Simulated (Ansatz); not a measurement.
# Added resistance of thin Ag(110) films between Au(110) and Pt(110) leads: ballistic LDA calculations for 1 to 10 layers

We calculate the ballistic resistance of a thin Ag(110) film between two Au(110) or two Pt(110) leads, with the current normal to the layers. The question is how far this resistance is set by the lead and how far by the film thickness. This matters for metal multilayers, where a film a few atoms thick may resist mainly through its contact with its neighbours. The area resistance is counted beyond that of the perfect lead, so zero means that the film passes current as well as the lead metal it replaces. Below, resistances are in $10^{-15}\ \Omega\,\mathrm{m}^2$ and conductances per area in $10^{15}\ \mathrm{S/m}^2$.

## Set-up

Planar junctions lead / film / lead, one atom a layer where the face allows, current normal to the layers. Leads are perfect crystals at room-temperature lattice constants. The film takes the lead's in-plane lattice, with its layer spacing set to keep its own atomic volume; all atoms sit on ideal sites and are not relaxed. Program: Ansatz 0.2.0, plane waves with PAW potentials of the set soft_1 (made for PBE), LDA, wave cutoff 420 eV, Fermi-Dirac smearing of 0.1 eV. No spin polarisation and no spin-orbit coupling. Transport is ballistic and coherent at zero bias (Landauer, wave matching layer by layer), averaged over a mesh of wavevectors across the current and over the Fermi window at 300 K; no phonons or disorder. Selection: Runs whose potential in the leads had a step over 25 meV, or whose mesh the program flagged as unconverged, are left out. Runs with an error estimate over 15 per cent are left out.

Notes on method and selection:

- Interfaces are ideal and ordered, so the wavevector along the interface is conserved; real interfaces are mixed and rough.
- Quantum-well states in the film make the resistance oscillate with thickness.
- The typed smearing and mesh set the lead's Fermi level, which moves conductances of d metals by some per cent, and most where the lead's density of states is steep.
- Spin-orbit coupling is left out where no row notes it, which matters most for the elements from Hf on.
- A perfect film has no bulk resistance here, and nothing scatters electrons between its faces, so the added resistance is not twice a symmetric interface resistance: it holds the mismatch of channels too, since a film with fewer channels than its lead caps the conductance, and swapping film and lead changes it.
- Runs in which the search for lower states was switched off are not listed.
- Runs that did not converge, have known faults or may not be shown are not listed, and runs on Ansatz's PAW sets soft_1 and soft_2 are kept to separate tables.

Columns:

- layers: atomic layers in the film.
- lead conductance (1e15 S/m²): Sharvin conductance of the perfect lead along the same normal.
- film strain (%): in-plane linear strain of the film on the lead's lattice against its own room-temperature lattice, positive when stretched.
- error estimate (%): the program's own largest estimate of the error of the conductance (mesh, energy step, lead length).
- area resistance (1e-15 Ω m²): area resistance beyond that of the perfect lead, A (1/G - 1/G_lead), both spins.
- transmitted share: conductance divided by the Sharvin conductance of the perfect lead.

Input lines of one member:

```
kpoints:
  mp_grid: { grid: [13, 9, 2] }
hamiltonian:
  xc: lda
  pseudopotentials: { kind: paw, azcp: { folder: soft_1 }, xc_functional: pbe }
scf:
  occupations: { method: fermi_dirac, width: 0.1 }
output:
  transmission: { leads: [[0, 1]], kmesh: [26, 18], e_range: [-1.0, 1.0], de: 0.036 }
```

Command (options for logging and memory left out): `ansatz run input.yaml --threads 4 --backend cpu`

## Table of results

| member | film and lead, functional | layers | lead conductance (1e15 S/m²) | film strain (%) | error estimate (%) | area resistance (1e-15 Ω m²) | transmitted share |
| --- | --- | --- | --- | --- | --- | --- | --- |
| 3 layers | Ag(110) in Au(110), LDA | 3 | 0.918 | −0.2 | 5 | 0.120 | 0.901 |
| 5 layers | Ag(110) in Au(110), LDA | 5 | 0.917 | −0.2 | 5 | 0.121 | 0.900 |
| 6 layers | Ag(110) in Au(110), LDA | 6 | 0.917 | −0.2 | 5 | 0.120 | 0.901 |
| 8 layers | Ag(110) in Au(110), LDA | 8 | 0.918 | −0.2 | 5 | 0.121 | 0.900 |
| 10 layers | Ag(110) in Au(110), LDA | 10 | 0.917 | −0.2 | 5 | 0.117 | 0.903 |
| 1 layer | Ag(110) in Pt(110), LDA | 1 | 2.131 | −4.0 | 4 | 0.504 | 0.482 |
| 3 layers | Ag(110) in Pt(110), LDA | 3 | 2.128 | −4.0 | 8 | 1.271 | 0.270 |
| 5 layers | Ag(110) in Pt(110), LDA | 5 | 2.104 | −4.0 | 6 | 1.304 | 0.267 |
| 7 layers | Ag(110) in Pt(110), LDA | 7 | 2.144 | −4.0 | 6 | 1.289 | 0.266 |
| 9 layers | Ag(110) in Pt(110), LDA | 9 | 2.129 | −4.0 | 15 | 1.297 | 0.266 |

area resistance (1e-15 Ω m²) against layers:

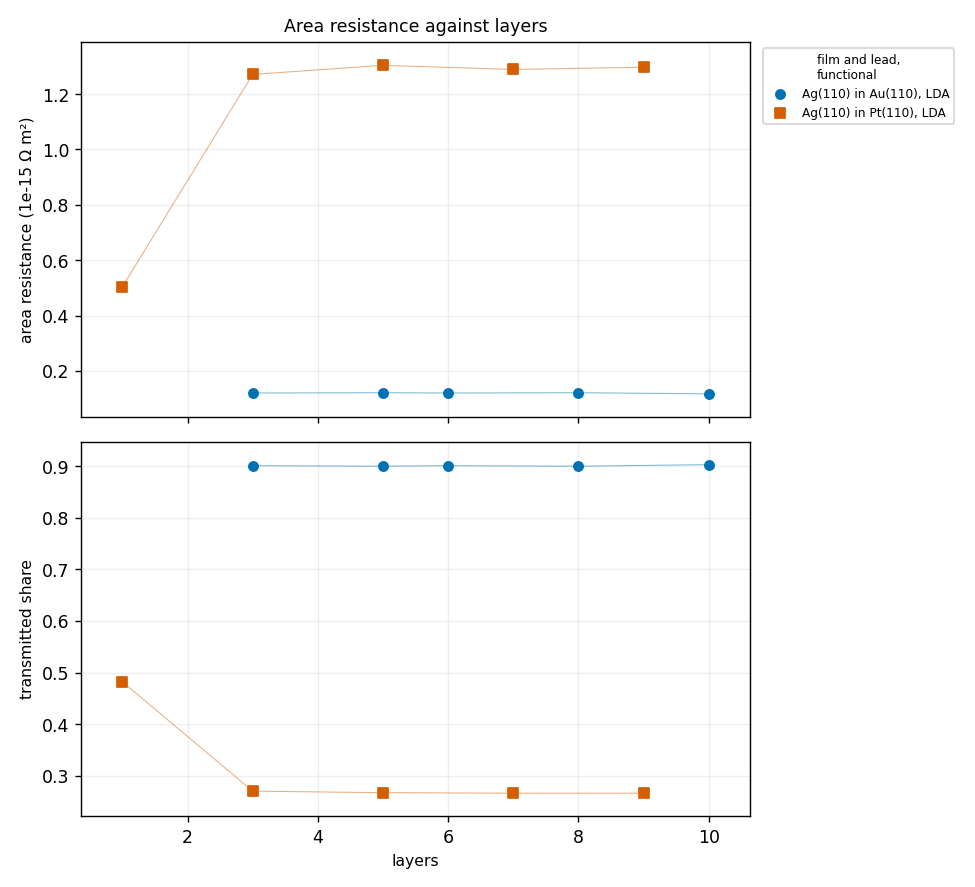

## The trend and its physics

From 3 layers up, the added resistance depends on the lead and hardly on the thickness. It lies between 0.117 and 0.121 in Au and between 1.271 and 1.304 in Pt. The single layer in Pt is far lower, at 0.504.

A model with one parameter for each lead gives this behaviour.

1. The interfaces are ordered, so an electron keeps its wavevector along the interface. Only a fraction $f$ of the lead's channels finds a propagating Ag state with the same wavevector and energy. We let the other channels carry nothing.

2. A matched channel crosses each face with probability $\tau$. Nothing scatters it inside the film, but it is reflected back and forth between the faces. With a round-trip phase $\varphi$, its transmission is
$$T=\frac{\tau^2}{1+(1-\tau)^2-2(1-\tau)\cos\varphi}.$$

3. The thickness enters only through $\varphi$, which also varies with the wavevector along the interface. If the sum over wavevectors covers all phases evenly, the quantum-well oscillations average out and $\langle T\rangle=\tau/(2-\tau)$.

4. The transmitted share is then
$$t=\frac{f\,\tau}{2-\tau},$$
which contains no thickness. The calculations fix $t$ for each lead, but not $f$ and $\tau$ singly.

5. With $g_L$ the lead conductance per area, the junction conducts $t\,g_L$. Subtracting the resistance of the perfect lead leaves
$$R=\frac{1}{g_L}\left(\frac{1}{t}-1\right).$$

The two parameters are $t_\mathrm{Au}$ and $t_\mathrm{Pt}$. Au and Ag have similar s-p bands at the Fermi level, so both $f$ and $\tau$ should be near one. Pt has partly filled d bands there, which supply many channels without a good partner in Ag, so $t_\mathrm{Pt}$ should be much smaller.

## Fixing and testing the model

We fix the model on the two 5-layer films, which give $t_\mathrm{Au}$ = 0.900 and $t_\mathrm{Pt}$ = 0.267. The factor $1/t-1$ is then 1 / 0.900 − 1 = 0.111 for Au and 1 / 0.267 − 1 = 2.745 for Pt. Dividing by the lead conductance of each row gives the added resistance:

- Au, 3 layers: 0.111 / 0.918 = 0.121; table 0.120.
- Au, 10 layers: 0.111 / 0.917 = 0.121; table 0.117.
- Pt, 3 layers: 2.745 / 2.128 = 1.290; table 1.271.
- Pt, 9 layers: 2.745 / 2.129 = 1.289; table 1.297.

The rows at 6 and 8 layers in Au and at 7 layers in Pt agree as closely. The typical miss is about 0.002 in Au and 0.01 in Pt, much the same as the scatter of each group about its own mean. Both are well inside the error estimates of the conductance, so a weak dependence on thickness cannot be excluded. A constant for each lead does about as well; what the model adds is a possible reason for the missing slope.

The same numbers show that Pt does more than offer extra channels. The 5-layer film in Au conducts 0.900 × 0.917 = 0.825, so Ag has at least that much channel conductance. If the film in Pt has about as many channels, which is plausible at equal atomic volume, their limited number accounts for at most 1 / 0.825 − 1 / 2.104 = 0.737 of the added 1.304. The rest, at least 1.304 − 0.737 = 0.567, would then come from poor matching at the Pt faces. The film in Pt is also compressed by 4.0 per cent in the plane, against 0.2 per cent in Au, and this may contribute.

## Members off the line

The model fails for the single Ag layer in Pt. It gives 2.745 / 2.131 = 1.288, while the calculation gives 0.504, so the model is too high by 1.288 − 0.504 = 0.784. This is far outside the 4 per cent error estimate of the conductance.

The assumption that most likely fails is the first one, that channels without a propagating Ag state carry nothing. In the fcc (110) stacking, an atom has nearest neighbours two layers away, straight along the normal. Pt atoms on the two sides of a single Ag layer therefore still face each other at a somewhat stretched bond length, and Pt d states can couple directly across it.

Three Ag layers remove this contact, and what is left must tunnel through the film. The transmitted share exceeds the 5-layer value by 0.482 − 0.267 = 0.215 at 1 layer, but by only 0.270 − 0.267 = 0.003 at 3 layers. The second difference is well below the error estimate, so we derive no decay length from it. A single layer in Au is not among the rows.

## Rules of thumb and their limits

Between 3 and 10 layers in Au, and between 3 and 9 in Pt, the lead sets the added resistance. It is roughly ten times larger in Pt, a loose ratio because a 5 per cent error in conductance shifts the small Au value by about half. The Pt rows all have odd layer numbers, so an even-odd alternation there would go unseen.

Two omitted effects could change this picture in real films. Phonon scattering would add resistance in proportion to thickness: ten layers are roughly 1.4 nm thick, which at a resistivity of about 2 × 10⁻⁸ Ω m gives roughly 0.03. That is more than the spread of the Au rows and about as large as that of the Pt rows from 3 layers up. Interface mixing could shift the Pt values either way, since it scatters electrons but also opens channels blocked at an ordered face; these rows do not tell by how much.

[Logs are printed without paths, hosts, clocks, repeated set-up lines and the standing remarks that a program may print on its own settings, such as how far it seeks lower states.]
